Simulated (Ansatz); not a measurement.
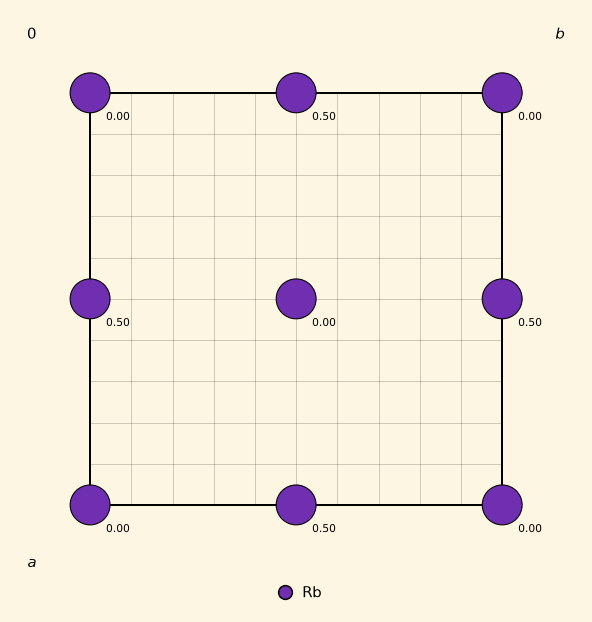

Plan of a unit cell projected along c (a down the page, b across); the numbers are heights as fractions of c, and atoms on the cell's edges are repeated. The grid marks tenths of a and b. Source: the input geometry of an electronic-structure calculation (not necessarily at equilibrium); the starting structure was generated, so it need not be a known form of this composition. All values are computed from the atomic coordinates in the standard setting (tolerance 0.002 Å).

a = 7.154 Å, b = 7.154 Å, c = 7.154 Å, α = 90.00°, β = 90.00°, γ = 90.00°.

### What does the cell contain?

4 Rb: Rb, Z = 4.

### Which space group?

Fm-3m (No. 225), face-centred cubic.

### Give the fractional coordinates of all atoms, to two places.

```json
{"atom": "Rb", "x": "0.00", "y": "0.00", "z": "0.00"}
{"atom": "Rb", "x": "0.00", "y": "0.50", "z": "0.50"}
{"atom": "Rb", "x": "0.50", "y": "0.00", "z": "0.50"}
{"atom": "Rb", "x": "0.50", "y": "0.50", "z": "0.00"}
```
